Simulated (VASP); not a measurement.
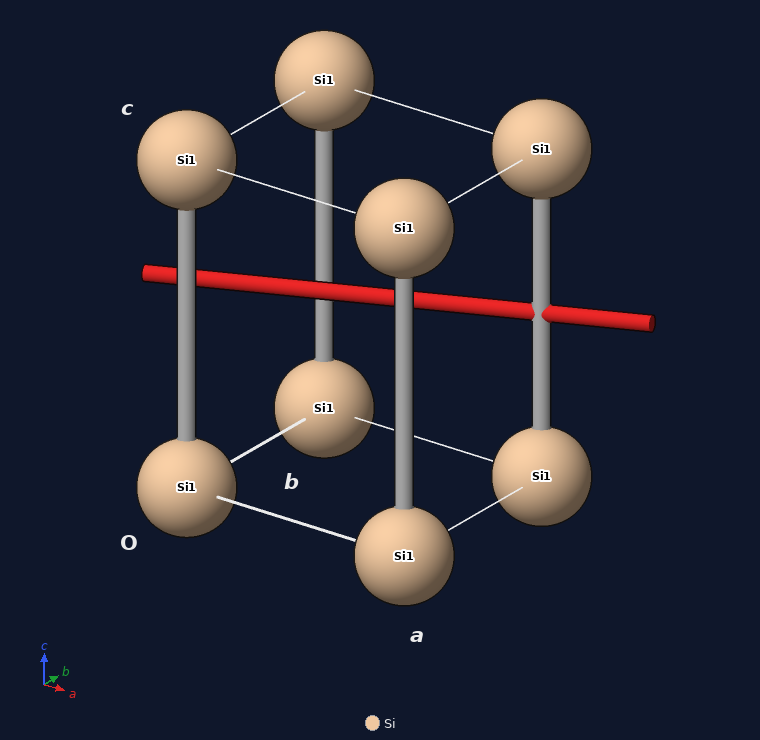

The coloured rod is the axis of a symmetry operation of the crystal. Crystal: Si, the geometry relaxed with VASP, VASP Kohn-Sham DFT of a periodic cell, HF, VASP PAW PBE potentials, recommended. Geometry calculated from the standardised cell; symmetry tolerance 0.002 Å.

a = 2.683 Å, b = 2.683 Å, c = 2.529 Å, α = 90.00°, β = 90.00°, γ = 120.00°.

```csv
atom,x,y,z
Si1,0.0000,0.0000,0.0000
```

Take the operation x, y, z → x, x−y+1, −z+1.

**What kind of operation is it, and where does it lie?**

It is a 2-fold rotation, about the line along [2 1 0] through (0.400, 0.700, 1/2).

**Onto which atom does it carry each atom (up to whole multiples of a, b and c)?**

Si1 → Si1.

**What is the crystal's space group?**

P6/mmm (No. 191).
